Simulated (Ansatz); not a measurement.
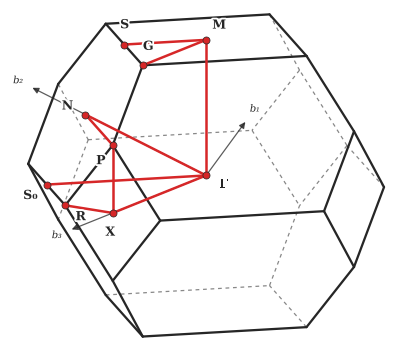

The first Brillouin zone and its special points. Crystal: ZnGeP₂, the geometry relaxed (final pressure about -6.9 GPa) with DFT, PAW plane waves, pbesol in Ansatz; the starting structure was generated, so it need not be a known form of this composition. Geometry calculated from the standardised cell; symmetry tolerance 0.002 Å.

Space group I-42d (No. 122); a = 5.829 Å, b = 5.829 Å, c = 10.286 Å, α = 90.00°, β = 90.00°, γ = 90.00°.

Labels and path follow the convention of Hinuma et al. (2017), as computed by seekpath; the arrows show the directions of the reciprocal primitive vectors b₁, b₂, b₃, in which coordinates are given; lengths include the factor 2π.

> List the special points with their coordinates and distances from Γ.

```json
{"point": "Γ", "k₁": "0", "k₂": "0", "k₃": "0", "length of k (1/Å)": "0.000"}
{"point": "M", "k₁": "1/2", "k₂": "1/2", "k₃": "−1/2", "length of k (1/Å)": "0.611"}
{"point": "X", "k₁": "0", "k₂": "0", "k₃": "1/2", "length of k (1/Å)": "0.762"}
{"point": "P", "k₁": "1/4", "k₂": "1/4", "k₃": "1/4", "length of k (1/Å)": "0.821"}
{"point": "N", "k₁": "0", "k₂": "1/2", "k₃": "0", "length of k (1/Å)": "0.619"}
{"point": "S₀", "k₁": "−0.330", "k₂": "0.330", "k₃": "0.330", "length of k (1/Å)": "0.712"}
{"point": "S", "k₁": "0.330", "k₂": "0.670", "k₃": "−0.330", "length of k (1/Å)": "0.712"}
{"point": "R", "k₁": "−0.161", "k₂": "0.161", "k₃": "1/2", "length of k (1/Å)": "0.801"}
{"point": "G", "k₁": "1/2", "k₂": "1/2", "k₃": "−0.161", "length of k (1/Å)": "0.801"}
```

> What is the zone's volume?

(2π)³ over the primitive cell's volume of 174.75 Å³: 1.42 Å⁻³.
